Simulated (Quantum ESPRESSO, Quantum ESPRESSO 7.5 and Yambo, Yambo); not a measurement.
**A GW chain in Yambo: GaAs (F-43m)**

Wanted: ground state, empty states, screening and self-energy for GaAs (F-43m).

Program: Quantum ESPRESSO 7.5 and Yambo 5.3.0. Level of theory: PBE and many-body steps on it, plane waves. Results are calculated unless marked as measured.

**The experiments to reproduce.**

- Gap 1.51 eV: band-edge emission energy from PL (direct gap at Gamma); photoluminescence, 633 nm excitation; 77 K; bulk crystal (MBE GaAs matrix around a thin InAs wetting layer on semi-insulating GaAs (100)) (“Photoluminescence of InAs/GaAs quantum dots under direct two-photon excitation”, 2020, pmc:7331710).

- Gap 1.42 eV: band-edge photoluminescence emission energy of the GaAs substrate; time-integrated photoluminescence; 300 K; bulk crystal ((001) GaAs substrate beneath GaBiAs epilayers) (“Investigation of the anisotropic electron g factor as a probe of the electronic structure of GaBixAs1-x/GaAs epilayers”, 2014, arxiv:1409.8467).

- Gap 1.412 ± 0.01 eV: direct gap E0 at Gamma from ellipsometry; variable-angle spectroscopic ellipsometry, parametric critical-point fit; 300 K; bulk crystal (semi-insulating GaAs(001) reference substrate with native oxide) (“Evidence of valence band perturbations in GaAsN/GaAs(001): A combined variable-angle spectroscopic ellipsometry and modulated photoreflectance investigation”, 2008, arxiv:0805.2212).

- Gap 1.418 ± 0.005 eV: direct gap E0 at Gamma from PR; modulated photoreflectance, low-field lineshape fit; 300 K; bulk crystal (semi-insulating GaAs(001) reference substrate) (“Evidence of valence band perturbations in GaAsN/GaAs(001): A combined variable-angle spectroscopic ellipsometry and modulated photoreflectance investigation”, 2008, arxiv:0805.2212).

This is a report of a sequence of runs, with most program output left out.

## Step 1: Starting point

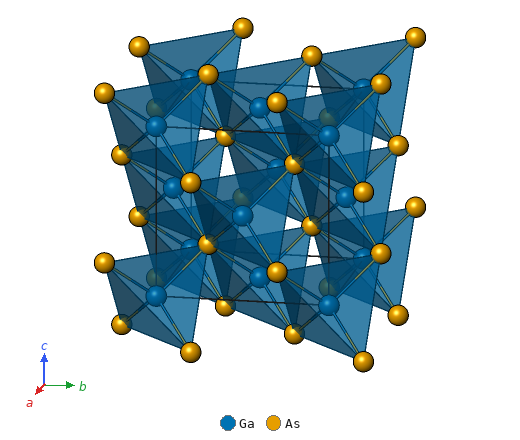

Start, viewed slightly off an axis; gallium blue, arsenic orange. This picture shows the conventional cell, with its axes. Some periodic images of atoms are drawn too.

Structure file:

```cif
data_structure
_symmetry_space_group_name_H-M 'F-43m'
_symmetry_Int_Tables_number 216
_cell_length_a 5.6537
_cell_length_b 5.6537
_cell_length_c 5.6537
_cell_angle_alpha 90.000
_cell_angle_beta 90.000
_cell_angle_gamma 90.000
_cell_volume 180.72
loop_
_atom_site_label
_atom_site_type_symbol
_atom_site_symmetry_multiplicity
_atom_site_Wyckoff_symbol
_atom_site_fract_x
_atom_site_fract_y
_atom_site_fract_z
_atom_site_occupancy
Ga1 Ga 4 a 0.00000 0.00000 0.00000 1
As1 As 4 d 0.25000 0.25000 0.75000 1
```

The cell and positions come from the Crystallography Open Database and are kept as given unless a step says otherwise.

## Step 2: Ground state

This step: Quantum ESPRESSO 7.5; DFT, PBE, plane waves, norm-conserving pseudopotentials.

The ground-state density comes first.

File pw.in:

```
&control
  calculation = 'scf'
  prefix = 'x'
  outdir = 'o'
  pseudo_dir = 'pseudo'
/
&system
  ibrav = 0
  nat = 2
  ntyp = 2
  ecutwfc = 104.0
  nbnd = 27
  force_symmorphic = .true.
/
&electrons
  conv_thr = 1e-10
  electron_maxstep = 80
  mixing_beta = 0.5
/
ATOMIC_SPECIES
  Ga 69.723 Ga.upf
  As 74.922 As.upf
CELL_PARAMETERS angstrom
  0.0000000000 2.8268500000 2.8268500000
  2.8268500000 0.0000000000 2.8268500000
  2.8268500000 2.8268500000 0.0000000000
ATOMIC_POSITIONS crystal
  Ga 0.0000000000 0.0000000000 0.0000000000
  As 0.2500000000 0.2500000000 0.2500000000
K_POINTS automatic
  6 6 6 0 0 0
```

The run is started by

```console
$ OMP_NUM_THREADS=1 mpirun -n 8 pw.x -nk 8 -in pw.in > pw.out
```

The job ended after 6.5 s (8 MPI ranks of Arm Neoverse V2, shared host; peak memory 0.61 GiB).

Numbers from this step:

| Item | Value |
| --- | --- |
| total energy | -15064.4168 eV |
| gap | 0.5181 eV |
| k of the valence top | 0, 0, 0 |
| k of the conduction bottom | 0, 0, 0 |
| least direct gap | 0.5181 eV |

The gap is direct, at Γ.

## Step 3: Bands along the symmetry lines

The cheap functional maps the bands first; the places of the edges decide which points the dearer methods must see.

File pw.in:

```
&control
  calculation = 'bands'
  prefix = 'x'
  outdir = 'o'
  pseudo_dir = 'pseudo'
/
&system
  ibrav = 0
  nat = 2
  ntyp = 2
  ecutwfc = 104.0
  nbnd = 28
  force_symmorphic = .true.
/
&electrons
  conv_thr = 1e-9
  electron_maxstep = 80
  diago_full_acc = .true.
  diago_thr_init = 5e-6
/
ATOMIC_SPECIES
  Ga 69.723 Ga.upf
  As 74.922 As.upf
CELL_PARAMETERS angstrom
  0.0000000000 2.8268500000 2.8268500000
  2.8268500000 0.0000000000 2.8268500000
  2.8268500000 2.8268500000 0.0000000000
ATOMIC_POSITIONS crystal
  Ga 0.0000000000 0.0000000000 0.0000000000
  As 0.2500000000 0.2500000000 0.2500000000
K_POINTS crystal
  50
  0.00000000 0.00000000 0.00000000 1
  -0.06250000 -0.06250000 0.00000000 1
  -0.12500000 -0.12500000 0.00000000 1
  -0.18750000 -0.18750000 0.00000000 1
  -0.25000000 -0.25000000 0.00000000 1
  -0.31250000 -0.31250000 0.00000000 1
  -0.37500000 -0.37500000 0.00000000 1
  -0.43750000 -0.43750000 0.00000000 1
  -0.50000000 -0.50000000 0.00000000 1
  -0.48437500 -0.48437500 0.03125000 1
  -0.46875000 -0.46875000 0.06250000 1
  -0.45312500 -0.45312500 0.09375000 1
  -0.43750000 -0.43750000 0.12500000 1
  -0.42187500 -0.42187500 0.15625000 1
  -0.40625000 -0.40625000 0.18750000 1
  -0.39062500 -0.39062500 0.21875000 1
  -0.37500000 -0.37500000 0.25000000 1
  -0.37500000 0.00000000 0.37500000 1
  -0.32812500 0.00000000 0.32812500 1
  -0.28125000 0.00000000 0.28125000 1
  -0.23437500 0.00000000 0.23437500 1
  -0.18750000 0.00000000 0.18750000 1
  -0.14062500 0.00000000 0.14062500 1
  -0.09375000 0.00000000 0.09375000 1
  -0.04687500 0.00000000 0.04687500 1
  0.00000000 0.00000000 0.00000000 1
  0.00000000 0.00000000 0.06250000 1
  0.00000000 0.00000000 0.12500000 1
  0.00000000 0.00000000 0.18750000 1
  0.00000000 0.00000000 0.25000000 1
  0.00000000 0.00000000 0.31250000 1
  0.00000000 0.00000000 0.37500000 1
  0.00000000 0.00000000 0.43750000 1
  -0.00000000 -0.00000000 0.50000000 1
  -0.06250000 -0.03125000 0.46875000 1
  -0.12500000 -0.06250000 0.43750000 1
  -0.18750000 -0.09375000 0.40625000 1
  -0.25000000 -0.12500000 0.37500000 1
  -0.31250000 -0.15625000 0.34375000 1
  -0.37500000 -0.18750000 0.31250000 1
  -0.43750000 -0.21875000 0.28125000 1
  -0.50000000 -0.25000000 0.25000000 1
  -0.50000000 -0.28125000 0.21875000 1
  -0.50000000 -0.31250000 0.18750000 1
  -0.50000000 -0.34375000 0.15625000 1
  -0.50000000 -0.37500000 0.12500000 1
  -0.50000000 -0.40625000 0.09375000 1
  -0.50000000 -0.43750000 0.06250000 1
  -0.50000000 -0.46875000 0.03125000 1
  -0.50000000 -0.50000000 0.00000000 1
```

The job ended after 4.2 s (8 MPI ranks; peak memory 0.53 GiB; 33 s of CPU time).

This step gave:

| Property | Result |
| --- | --- |
| gap | 0.5181 eV |
| k of the valence top | 0, 0, 0 |
| k of the conduction bottom | 0, 0, 0 |
| least direct gap | 0.5181 eV |

The gap is 0.518 eV, as in the run before at this level.

The electronic bands at the labelled points (eV, zero at the top of the highest filled band):

```csv
point,band 19,band 20,band 21,band 22,band 23,band 24,band 25,band 26
Γ,-12.73,0.00,0.00,0.00,0.52,3.74,3.74,3.74
X,-10.22,-6.81,-2.68,-2.68,1.47,1.66,10.18,10.18
U,-10.26,-6.63,-3.86,-2.26,1.97,4.64,7.96,8.07
jump to K,-10.26,-6.63,-3.86,-2.26,1.97,4.64,7.96,8.07
Γ,-12.73,0.00,0.00,0.00,0.52,3.74,3.74,3.74
L,-10.96,-6.63,-1.14,-1.14,1.00,4.64,4.64,7.76
W,-10.17,-6.63,-3.53,-3.34,4.62,4.73,5.42,6.05
X,-10.22,-6.81,-2.68,-2.68,1.47,1.66,10.18,10.18
```

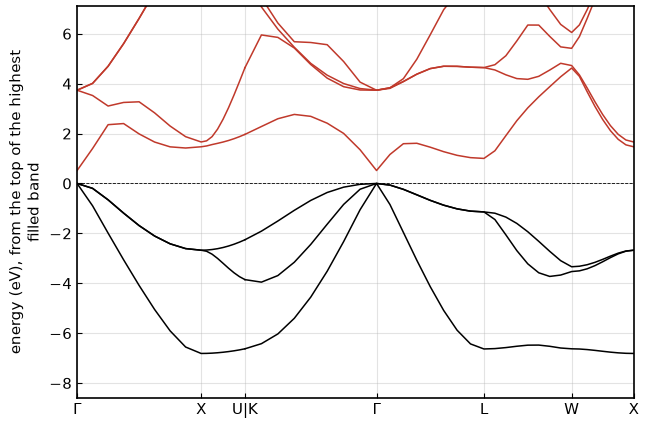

Electronic bands along the path; lines of filled and empty bands in two colours.

## Step 4: Empty states on the mesh, 4×4×4 mesh, 555 bands

The sums over transitions need many empty states on a uniform mesh; this step solves for them.

File pw.in:

```
&control
  calculation = 'nscf'
  prefix = 'x'
  outdir = 'o'
  pseudo_dir = 'pseudo'
/
&system
  ibrav = 0
  nat = 2
  ntyp = 2
  ecutwfc = 104.0
  nbnd = 555
  force_symmorphic = .true.
/
&electrons
  conv_thr = 1e-9
  electron_maxstep = 80
  diago_full_acc = .true.
  diago_thr_init = 5e-6
/
ATOMIC_SPECIES
  Ga 69.723 Ga.upf
  As 74.922 As.upf
CELL_PARAMETERS angstrom
  0.0000000000 2.8268500000 2.8268500000
  2.8268500000 0.0000000000 2.8268500000
  2.8268500000 2.8268500000 0.0000000000
ATOMIC_POSITIONS crystal
  Ga 0.0000000000 0.0000000000 0.0000000000
  As 0.2500000000 0.2500000000 0.2500000000
K_POINTS automatic
  4 4 4 0 0 0
```

The run is started by

```console
$ OMP_NUM_THREADS=1 mpirun -n 8 pw.x -nk 4 -in pw.in > pw.out
```

It took 69 s on 8 MPI ranks; peak memory 1.8 GiB.

Numbers from this step:

```
gap                                                           : 0.5181 eV
k of the valence top                                          : 0, 0, 0
k of the conduction bottom                                    : 0, 0, 0
least direct gap                                              : 0.5181 eV
k points computed                                             : 8
lowest point of the top converged band, above the valence top : 286.9240 eV
```

On this mesh the gap is 0.518 eV.

## Step 5: Conversion and set-up

This step: Yambo 5.3.0; conversion and set-up on PBE, plane waves, norm-conserving pseudopotentials.

The states are converted to the many-body program's format and the q mesh is built.

The run is started by

```console
$ (cd o/x.save; p2y > p2y.log; mv SAVE ../..); yambo > setup.log
```

It took 3.3 s on 1 MPI rank; peak memory 0.25 GiB.

## Step 6: Screening and self-energy, 4×4×4 mesh, 239 bands, screening to 231.3 eV

G0W0 replaces the xc potential by the self-energy, built once from these orbitals. Only a window of levels is corrected, while the sums run over the empty bands that the input names.

This step: G0W0 on PBE, plane waves, norm-conserving pseudopotentials.

File gw2.in:

```
HF_and_locXC
gw0
dyson
ppa
em1d
rim_cut
RandQpts= 1000000
RandGvec= 1 RL
EXXRLvcs= 104 Ry
VXCRLvcs= 416 Ry
Chimod= "HARTREE"
% BndsRnXp
 1 | 239 |
%
NGsBlkXp= 17 Ry
% LongDrXp
 1 | 1 | 1 |
%
% GbndRnge
 1 | 239 |
%
DysSolver= "n"
ExtendOut
PPAPntXp= 27.21138 eV
% QPkrange
 1 | 1 | 21 | 24 |
%
```

The run is started by

```console
$ OMP_NUM_THREADS=1 mpirun -n 8 yambo -F gw2.in -J gw2 -C gw2 > gw2.log
```

The job ended after 4 min (8 MPI ranks; peak memory 4.6 GiB).

Numbers from this step:

```yaml
g0w0_gap_on_the_points_computed: 1.134 eV
starting_gap_on_the_mesh: 0.5181 eV
k_of_the_valence_top: 0, 0, 0
k_of_the_conduction_bottom: 0, 0, 0
least_direct_g0w0_gap_on_the_computed_points: 1.134 eV
z_at_the_valence_top: 0.7950
z_at_the_conduction_bottom: 0.7981
```

The gap on the mesh goes from 0.52 eV to 1.13 eV, a correction of +0.62 eV.

Limits: finite bands, cutoff and mesh; no spin-orbit coupling; coarse k mesh. v1 is the top filled band, c1 the lowest empty one. The levels before and after the correction (eV, zero at the valence-band top of each column):

```csv
,conduction bottom,valence top
Kohn-Sham,0.52,0.00
G0W0,1.13,0.00
```

```csv
,level,energy (eV)
Kohn-Sham,Γ v2-v1,0.000
Kohn-Sham,Γ c1,0.518
Kohn-Sham,Γ c2,3.737
G0W0,Γ v2-v1,0.000
G0W0,Γ c1,1.134
G0W0,Γ c2,4.331
```

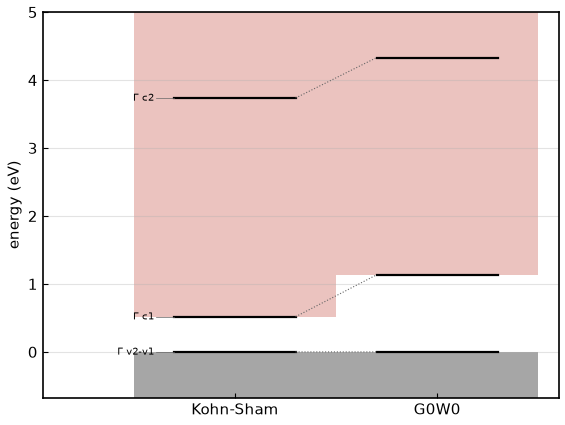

Levels before and after the correction. Shaded: valence and conduction bands.

## Step 7: Where the time went

Times are wall times on the hardware named with each run, good to a factor of about two.

```csv
step,time,share,memory (GiB)
ground state,6.5 s,2 %,0.61
bands along the symmetry lines,4.2 s,1 %,0.53
empty states on the mesh,69 s,21 %,1.8
conversion and set-up,3.3 s,1 %,0.25
screening and self-energy,4 min,74 %,4.6
```

## Step 8: Results

```
PBE gap              : 0.52 eV, direct
G0W0 gap on the mesh : 1.13 eV
GW settings          : 4×4×4 mesh, 239 bands, screening to 231.3 eV, Godby-Needs plasmon pole
known limits         : not at the basis limit; no spin-orbit coupling; coarse k mesh
```

G0W0 moves the gap on the mesh from 0.52 eV to 1.13 eV (+0.62 eV), with Z of 0.79 and 0.80 at the edges. Only 1 of the mesh's irreducible points was corrected, so a valley elsewhere could overtake. The dearest step here is «screening and self-energy». Against experiment, by G0W0@PBE: the direct gap of 1.13 eV lies −0.38 eV from the measured 1.51 eV (exciton, 77 K, 2020); the direct gap of 1.13 eV lies −0.29 eV from the measured 1.42 eV (exciton, 300 K, 2014); the direct gap of 1.13 eV lies −0.28 eV from the measured 1.412 ± 0.01 eV (direct, 300 K, 2008); the direct gap of 1.13 eV lies −0.28 eV from the measured 1.418 ± 0.005 eV (direct, 300 K, 2008). An exciton line or allowed optical edge lies below the quasiparticle gap by the binding energy; a forbidden edge can push the onset above it. The calculation has static nuclei and no excitons; a measured gap holds zero-point and thermal motion, which mostly lowers it. Bands and cutoff are finite, so the gap is not at the basis limit. The miss can reach some tenths of an eV and take either sign; the mesh is an error of its own. In the G0W0 run levels were corrected at 1 k point alone, so a gap called «on the mesh» is the least over those, and an edge elsewhere would be missed. The 4×4×4 mesh is coarse for this cell, which bears on the long-range parts of exchange and screening. The many-body steps are scalar-relativistic: spin-orbit coupling is not in them.

[Paths, hosts, dates, memory and timing lines, banners, echoed tables and standing remarks are left out of the program output.]

[Logs are printed without paths, hosts, clocks, repeated set-up lines and the standing remarks that a program may print on its own settings, such as how far it seeks lower states.]

[Runs of the session that timed out or met a known fault of the program may be left out.]

[Hosts, paths, dates, database ids (printed as entryN), source tags and the programs' standing remarks are cut or masked in the printed files.]
